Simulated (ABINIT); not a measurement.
**ZrC: geometry relaxation (part 1 of 2)**

- system: ZrC (Fm-3m, 2 atoms in the cell)
- method: Kohn-Sham DFT of a periodic cell, PBEsol, PseudoDojo NC SR PBEsol v0.4 stringent, no spin polarisation (ABINIT 10.8.3)

The structure derives from an entry of the Crystallography Open Database.

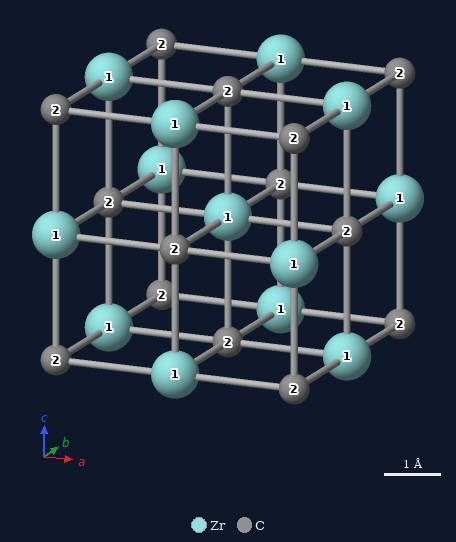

Figure 1. The input geometry (ball-and-stick view of the cell 4 times as large as that of the calculation, set on its symmetry axes, seen slightly off an axis; atoms are numbered from 1 in the order of the input). An atom can appear more than once, as a periodic image. Near neighbours in the periodic cell (some may lie outside the picture): Zr has 6 C at 2.37 Å; C has 6 Zr at 2.37 Å.

**Input**
```
# Pseudopotentials
pp_dirpath "./"
pseudos "Zr.upf, C.upf"

# Structure
acell 3*1.0 Angstrom
rprim
     0.0000000000     2.3650000000     2.3650000000
     2.3650000000     0.0000000000     2.3650000000
     2.3650000000     2.3650000000     0.0000000000
ntypat 2
znucl 40 6
natom 2
typat 1 2
chkprim 0
chksymtnons 0
tolsym 1.0e-6
xred
            1/2            1/2            1/2
            0.0            0.0            0.0

# Plane-wave basis
ecut 41.0
ecutsm 0.5

# k points
kptopt 1
ngkpt 8 8 8
nshiftk 1
shiftk 0.0 0.0 0.0

# Exchange and correlation
ixc -116133

# Bands and occupations
nband 12
occopt 3
tsmear 0.00183747

# SCF cycle
nstep 80
tolvrs 1.0e-12

# Output
iomode 3
prteig 0
prtebands 0
prtwf 0
prtden 0

# Relaxation
ionmov 2
optcell 2
ntime 50
tolmxf 2.0e-5
dilatmx 1.08
```

Launch command:
```bash
mpirun --bind-to none -np 4 abinit run.abi > log 2>&1
```

**What the program printed**
```
.Version 10.8.3 of ABINIT
 Symmetries : space group Fm -3 m (#225); Bravais cF (face-center cubic)
================================================================================
 Values of the parameters that define the memory need of the present run
     intxc =       0    ionmov =       2      iscf =       7    lmnmax =       6
     lnmax =       6     mgfft =      40  mpssoang =       3    mqgrid =    3001
     natom =       2  nloc_mem =       1    nspden =       1   nspinor =       1
    nsppol =       1      nsym =      48    n1xccc =    2501    ntypat =       2
    occopt =       3   xclevel =       2
       mpw =        2840          nfft =       64000          nkpt =          29
================================================================================
================================================================================

--------------------------------------------------------------------------------
------------- Echo of variables that govern the present computation ------------
--------------------------------------------------------------------------------
 -outvars: echo values of preprocessed input variables --------
            acell      1.8897261259E+00  1.8897261259E+00  1.8897261259E+00 Bohr
              amu      9.12240000E+01  1.20110000E+01
          chkprim           0
      chksymtnons           0
          dilatmx      1.08000000E+00
             ecut      4.10000000E+01 Hartree
           ecutsm      5.00000000E-01 Hartree
           ionmov           2
              ixc     -116133
         kptrlatt        8    0    0      0    8    0      0    0    8
          kptrlen      5.05632519E+01
            natom           2
            nband          12
            ngfft          40      40      40
             nkpt          29
            nstep          80
             nsym          48
            ntime          50
           ntypat           2
           occopt           3
          optcell           2
           prtden           0
        prtebands           0
           prteig           0
            prtwf           0
            rprim      0.0000000000E+00  2.3650000000E+00  2.3650000000E+00
                       2.3650000000E+00  0.0000000000E+00  2.3650000000E+00
                       2.3650000000E+00  2.3650000000E+00  0.0000000000E+00
          spgroup         225
           tolmxf      2.00000000E-05
           tolsym      1.00000000E-06
           tolvrs      1.00000000E-12
           tsmear      1.83747000E-03 Hartree
            typat      1  2
           xangst      2.3650000000E+00  2.3650000000E+00  2.3650000000E+00
                       0.0000000000E+00  0.0000000000E+00  0.0000000000E+00
            xcart      4.4692022878E+00  4.4692022878E+00  4.4692022878E+00
                       0.0000000000E+00  0.0000000000E+00  0.0000000000E+00
             xred      5.0000000000E-01  5.0000000000E-01  5.0000000000E-01
                       0.0000000000E+00  0.0000000000E+00  0.0000000000E+00
            znucl       40.00000    6.00000

================================================================================

 chkinp: Checking input parameters for consistency.

================================================================================
== DATASET  1 ==================================================================

--- !DatasetInfo
iteration_state: {dtset: 1, }
dimensions: {natom: 2, nkpt: 29, mband: 12, nsppol: 1, nspinor: 1, nspden: 1, mpw: 2840, }
cutoff_energies: {ecut:  41.0, pawecutdg:  -1.0, }
electrons: {nelect:   1.60000000E+01, charge:   0.00000000E+00, occopt:   3.00000000E+00, tsmear:   1.83747000E-03, }
meta: {optdriver: 0, ionmov: 2, optcell: 2, iscf: 7, paral_kgb: 0, }
...

 Real(R)+Recip(G) space primitive vectors, cartesian coordinates (Bohr,Bohr^-1):
 R(1)=  0.0000000  4.4692023  4.4692023  G(1)= -0.1118768  0.1118768  0.1118768
 R(2)=  4.4692023  0.0000000  4.4692023  G(2)=  0.1118768 -0.1118768  0.1118768
 R(3)=  4.4692023  4.4692023  0.0000000  G(3)=  0.1118768  0.1118768 -0.1118768
 Unit cell volume ucvol=  1.7853363E+02 bohr^3
 Angles (23,13,12)=  6.00000000E+01  6.00000000E+01  6.00000000E+01 degrees

 getcut: wavevector=  0.0000  0.0000  0.0000  ngfft=  40  40  40
         ecut(hartree)=     47.822   => boxcut(ratio)=   2.03298

--- Pseudopotential description ------------------------------------------------
- pspini: atom type   1  psp file is ./Zr.upf
  40.00000  12.00000  180301                  znucl, zion, pspdat
12 -116133 2 -1 1604                          pspcod,pspxc,lmax,lloc,mmax
     nproj     2     2     2

- pspini: atom type   2  psp file is ./C.upf
   6.00000   4.00000  180301                  znucl, zion, pspdat
12 -116133 1 -1 1248                          pspcod,pspxc,lmax,lloc,mmax
     nproj     2     2     0

   3.71785570E+02                                ecore*ucvol(ha*bohr**3)
--------------------------------------------------------------------------------

================================================================================

=== [ionmov= 2] Broyden-Fletcher-Goldfarb-Shanno method (forces)
================================================================================

--- Iteration: ( 1/50) Internal Cycle: (1/1)
--------------------------------------------------------------------------------

---SELF-CONSISTENT-FIELD CONVERGENCE--------------------------------------------

--- !BeginCycle
iteration_state: {dtset: 1, itime: 1, icycle: 1, }
solver: {iscf: 7, nstep: 80, nline: 4, wfoptalg: 0, }
tolerances: {tolvrs: 1.00E-12, }
...

     iter   Etot(hartree)      deltaE(h)  residm     vres2
 ETOT  1  -56.478612700668    -5.648E+01 8.376E-02 1.153E+03
 ETOT  2  -56.381496126241     9.712E-02 7.700E-02 1.975E+03
 ETOT  3  -56.668862425062    -2.874E-01 1.833E-02 1.317E+00
 ETOT  4  -56.669170304146    -3.079E-04 3.054E-03 7.126E-01
 ETOT  5  -56.669171492392    -1.188E-06 5.035E-04 6.987E-01
 ETOT  6  -56.669272941325    -1.014E-04 5.439E-04 9.510E-02
 ETOT  7  -56.669289029461    -1.609E-05 1.028E-04 4.110E-04
 ETOT  8  -56.669289095255    -6.579E-08 8.368E-05 1.041E-05
 ETOT  9  -56.669289096879    -1.624E-09 7.887E-05 2.486E-07
 ETOT 10  -56.669289096914    -3.528E-11 3.213E-05 5.552E-09
 ETOT 11  -56.669289096914     4.974E-13 7.716E-05 2.286E-11
 ETOT 12  -56.669289096917    -3.212E-12 3.093E-05 4.056E-13

 At SCF step   12       vres2   =  4.06E-13 < tolvrs=  1.00E-12 =>converged.

 Cartesian components of stress tensor (hartree/bohr^3)
  sigma(1 1)=  2.80385940E-04  sigma(3 2)=  0.00000000E+00
  sigma(2 2)=  2.80385940E-04  sigma(3 1)=  0.00000000E+00
  sigma(3 3)=  2.80385940E-04  sigma(2 1)=  0.00000000E+00

--- !ResultsGS
iteration_state: {dtset: 1, itime: 1, icycle: 1, }
comment   : Summary of ground state results
lattice_vectors:
- [  0.0000000,   4.4692023,   4.4692023, ]
- [  4.4692023,   0.0000000,   4.4692023, ]
- [  4.4692023,   4.4692023,   0.0000000, ]
lattice_lengths: [   6.32041,    6.32041,    6.32041, ]
lattice_angles: [ 60.000,  60.000,  60.000, ] # degrees, (23, 13, 12)
lattice_volume:   1.7853363E+02
convergence: {deltae: -3.212E-12, res2:  4.056E-13, residm:  3.093E-05, diffor: null, }
etotal    :  -5.66692891E+01
entropy   :   0.00000000E+00
fermie    :   4.02639014E-01
cartesian_stress_tensor: # hartree/bohr^3
- [  2.80385940E-04,   0.00000000E+00,   0.00000000E+00, ]
- [  0.00000000E+00,   2.80385940E-04,   0.00000000E+00, ]
- [  0.00000000E+00,   0.00000000E+00,   2.80385940E-04, ]
pressure_GPa:  -8.2492E+00
xred      :
- [  5.0000E-01,   5.0000E-01,   5.0000E-01, Zr]
- [  0.0000E+00,   0.0000E+00,   0.0000E+00,  C]
cartesian_forces: # hartree/bohr
- [ -0.00000000E+00,  -0.00000000E+00,  -0.00000000E+00, ]
- [ -0.00000000E+00,  -0.00000000E+00,  -0.00000000E+00, ]
force_length_stats: {min:   0.00000000E+00, max:   0.00000000E+00, mean:   0.00000000E+00, }
...

 Integrated electronic density in atomic spheres:
 ------------------------------------------------
 Atom  Sphere_radius  Integrated_density
    1        2.00000          8.36676562
    2        2.00000          3.77279624

---OUTPUT-----------------------------------------------------------------------

 Cartesian coordinates (xcart) [bohr]
  4.46920228777191E+00  4.46920228777191E+00  4.46920228777191E+00
  0.00000000000000E+00  0.00000000000000E+00  0.00000000000000E+00
 Reduced coordinates (xred)
  5.00000000000000E-01  5.00000000000000E-01  5.00000000000000E-01
  0.00000000000000E+00  0.00000000000000E+00  0.00000000000000E+00
 Cartesian forces (fcart) [Ha/bohr]; max,rms= 0.00000E+00 0.00000E+00 (free atoms)
 -0.00000000000000E+00 -0.00000000000000E+00 -0.00000000000000E+00
 -0.00000000000000E+00 -0.00000000000000E+00 -0.00000000000000E+00
 Gradient of E wrt nuclear positions in reduced coordinates (gred)
  0.00000000000000E+00  0.00000000000000E+00  0.00000000000000E+00
  0.00000000000000E+00  0.00000000000000E+00  0.00000000000000E+00
 Scale of Primitive Cell (acell) [bohr]
  1.88972612590778E+00  1.88972612590778E+00  1.88972612590778E+00
 Real space primitive translations (rprimd) [bohr]
  0.00000000000000E+00  4.46920228777191E+00  4.46920228777191E+00
  4.46920228777191E+00  0.00000000000000E+00  4.46920228777191E+00
  4.46920228777191E+00  4.46920228777191E+00  0.00000000000000E+00
 Unitary Cell Volume (ucvol) [Bohr^3]=  1.78533629016202E+02
 Angles (23,13,12)= [degrees]
  6.00000000000000E+01  6.00000000000000E+01  6.00000000000000E+01
 Lengths [Bohr]
  6.32040648835589E+00  6.32040648835589E+00  6.32040648835589E+00
 Stress tensor in cartesian coordinates (strten) [Ha/bohr^3]
  2.80385940317960E-04  0.00000000000000E+00  0.00000000000000E+00
  0.00000000000000E+00  2.80385940317960E-04  0.00000000000000E+00
  0.00000000000000E+00  0.00000000000000E+00  2.80385940317962E-04
 Total energy (etotal) [Ha]= -5.66692890969171E+01

--- Iteration: ( 2/50) Internal Cycle: (1/1)
--------------------------------------------------------------------------------

---SELF-CONSISTENT-FIELD CONVERGENCE--------------------------------------------

--- !BeginCycle
iteration_state: {dtset: 1, itime: 2, icycle: 1, }
solver: {iscf: 7, nstep: 80, nline: 4, wfoptalg: 0, }
tolerances: {tolvrs: 1.00E-12, }
...

     iter   Etot(hartree)      deltaE(h)  residm     vres2
 ETOT  1  -56.668559502904    -5.667E+01 4.098E-03 1.594E+01
 ETOT  2  -56.668796194499    -2.367E-04 3.092E-04 9.380E+00
 ETOT  3  -56.669946520154    -1.150E-03 2.615E-04 1.282E+00
 ETOT  4  -56.670140723589    -1.942E-04 2.798E-04 2.627E-03
 ETOT  5  -56.670141106088    -3.825E-07 6.641E-04 1.703E-05
 ETOT  6  -56.670141108052    -1.964E-09 8.305E-05 8.337E-07
 ETOT  7  -56.670141108178    -1.259E-10 6.120E-04 3.897E-09
 ETOT  8  -56.670141108178     2.700E-13 5.990E-05 1.021E-11
 ETOT  9  -56.670141108180    -1.741E-12 4.189E-04 3.540E-13

 At SCF step    9       vres2   =  3.54E-13 < tolvrs=  1.00E-12 =>converged.

 Cartesian components of stress tensor (hartree/bohr^3)
  sigma(1 1)=  9.71801807E-05  sigma(3 2)=  0.00000000E+00
  sigma(2 2)=  9.71801807E-05  sigma(3 1)=  0.00000000E+00
  sigma(3 3)=  9.71801807E-05  sigma(2 1)=  0.00000000E+00

--- !ResultsGS
iteration_state: {dtset: 1, itime: 2, icycle: 1, }
comment   : Summary of ground state results
lattice_vectors:
- [  0.0000000,   4.4316092,   4.4316092, ]
- [  4.4316092,   0.0000000,   4.4316092, ]
- [  4.4316092,   4.4316092,   0.0000000, ]
lattice_lengths: [   6.26724,    6.26724,    6.26724, ]
lattice_angles: [ 60.000,  60.000,  60.000, ] # degrees, (23, 13, 12)
lattice_volume:   1.7406617E+02
convergence: {deltae: -1.741E-12, res2:  3.540E-13, residm:  4.189E-04, diffor: null, }
etotal    :  -5.66701411E+01
entropy   :   0.00000000E+00
fermie    :   4.15004667E-01
cartesian_stress_tensor: # hartree/bohr^3
- [  9.71801807E-05,   0.00000000E+00,   0.00000000E+00, ]
- [  0.00000000E+00,   9.71801807E-05,   0.00000000E+00, ]
- [  0.00000000E+00,   0.00000000E+00,   9.71801807E-05, ]
pressure_GPa:  -2.8591E+00
xred      :
- [  5.0000E-01,   5.0000E-01,   5.0000E-01, Zr]
- [  0.0000E+00,   0.0000E+00,   0.0000E+00,  C]
cartesian_forces: # hartree/bohr
- [ -0.00000000E+00,  -0.00000000E+00,  -0.00000000E+00, ]
- [ -0.00000000E+00,  -0.00000000E+00,  -0.00000000E+00, ]
force_length_stats: {min:   0.00000000E+00, max:   0.00000000E+00, mean:   0.00000000E+00, }
...

 Integrated electronic density in atomic spheres:
 ------------------------------------------------
 Atom  Sphere_radius  Integrated_density
    1        2.00000          8.36372422
    2        2.00000          3.78946262

---OUTPUT-----------------------------------------------------------------------
```
